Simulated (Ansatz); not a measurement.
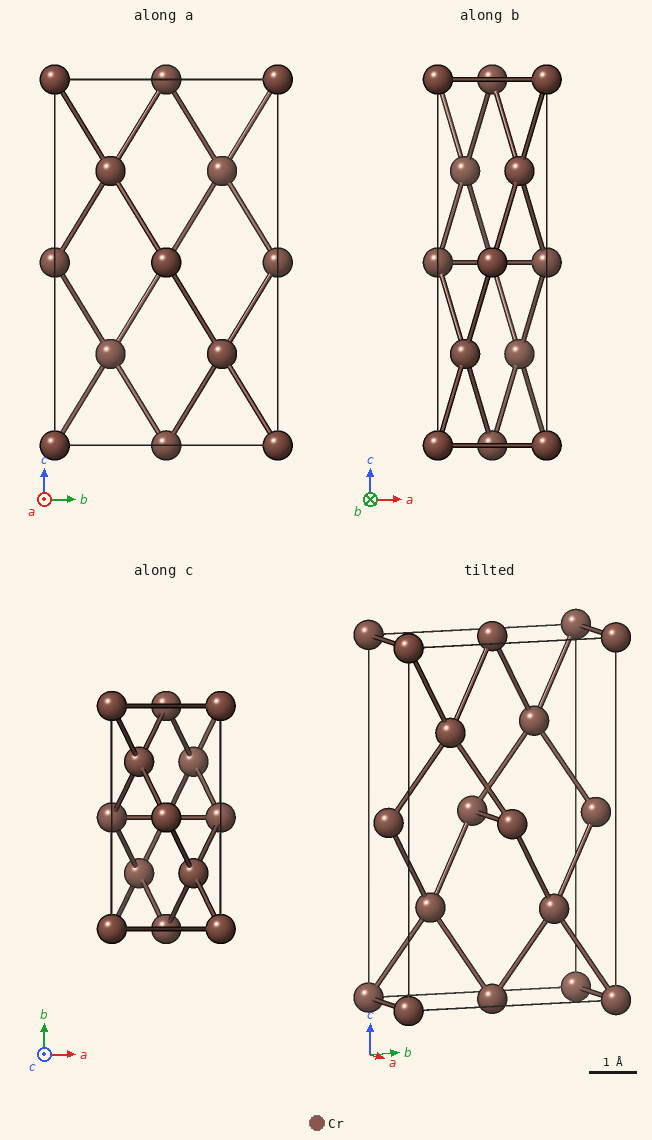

The figure gives a ball-and-stick picture of the atoms, viewed along the a axis, along the b axis, along the c axis and slightly off an axis. Atoms at the boundary of the conventional unit cell (the box) are drawn once for each face, edge or corner they touch.

Lattice parameters: a = 2.324 Å, b = 4.766 Å, c = 7.821 Å, α = 90.00°, β = 90.00°, γ = 90.00°. Put a along x and b in the xy plane.

Convert the drawing into a POSCAR file.

```
Cr
1.0
     2.324    0.000    0.000
     0.000    4.766    0.000
     0.000    0.000    7.821
Cr
8
Direct
  0.2500 0.2500 0.2500
  0.5000 0.0000 0.5000
  0.2500 0.7500 0.7500
  0.5000 0.5000 0.0000
  0.7500 0.2500 0.7500
  0.0000 0.0000 0.0000
  0.7500 0.7500 0.2500
  0.0000 0.5000 0.5000
```

The model was built from a structure type filled with this element by a generator (whether the element takes this form wasn't checked). Earlier steps of the study may have refined or changed the cell and positions. It was the input of a calculation with Ansatz.

At this level of theory the cell isn't at rest (compressed, at 24 GPa), so its distances can differ from those at equilibrium, the more so the softer the solid.
